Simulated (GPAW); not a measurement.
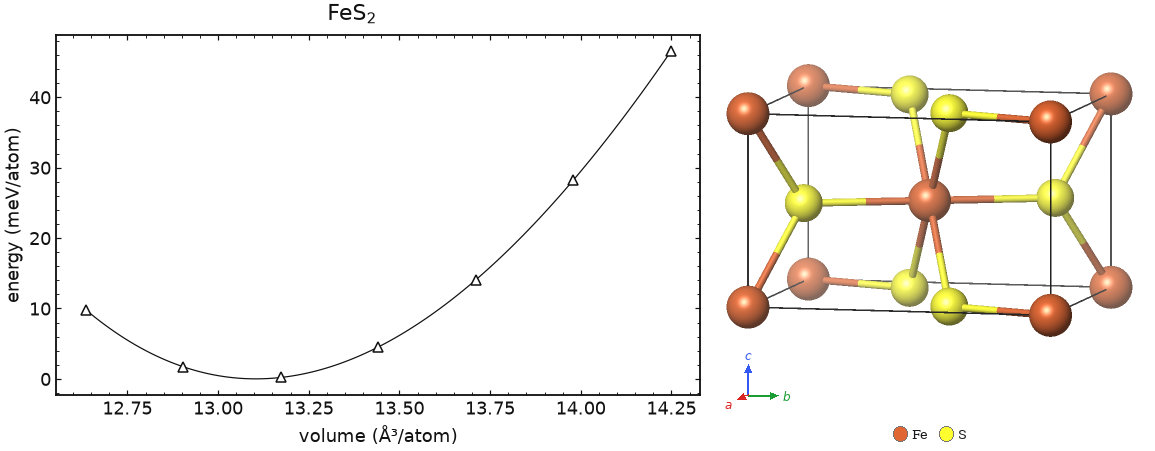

The figure shows the energy against volume for FeS₂, space group Pnnm (No. 58). The conventional cell is drawn beside the plot.

Structure:
```
Fe S
1.0
     4.44000    0.00000    0.00000
     0.00000    5.39000    0.00000
     0.00000    0.00000    3.37000
Fe S
2 4
Direct
  0.50000 0.50000 0.50000
  0.00000 0.00000 0.00000
  0.70300 0.12500 0.50000
  0.79700 0.62500 0.00000
  0.29700 0.87500 0.50000
  0.20300 0.37500 0.00000
```

Method: PAW DFT in plane waves, on a grid or in atomic orbitals, collinear spins; energies at scaled volumes of the given cell, shape and fractions fixed, counted from the fit's minimum, third-order Birch-Murnaghan fit (GPAW 26.7.0). Level: PBEsol, collinear spin.

- k mesh: 6×5×8
- occupations: Fermi–Dirac
- smearing width: 0.05 eV
- potentials: PAW data sets made by gpaw setup for the functional
- wave cutoff: 600 eV
- program settings: basis pw

From this curve and the settings, what does the calculation give for the pressure at the same points?

The pressure falls from 6.76 GPa at volume 12.64 Å³/atom to −12.17 GPa at 14.25 Å³/atom, and changes sign near 13.09 Å³/atom.

| volume (Å³/atom) | pressure (GPa) |
| --- | --- |
| 12.64 | 6.76 |
| 12.90 | 2.61 |
| 13.17 | −1.08 |
| 13.44 | −4.36 |
| 13.71 | −7.27 |
| 13.98 | −9.86 |
| 14.25 | −12.17 |

Caveats: shape and atomic fractions are frozen while scaling, which makes layered, chain and framework solids too stiff.
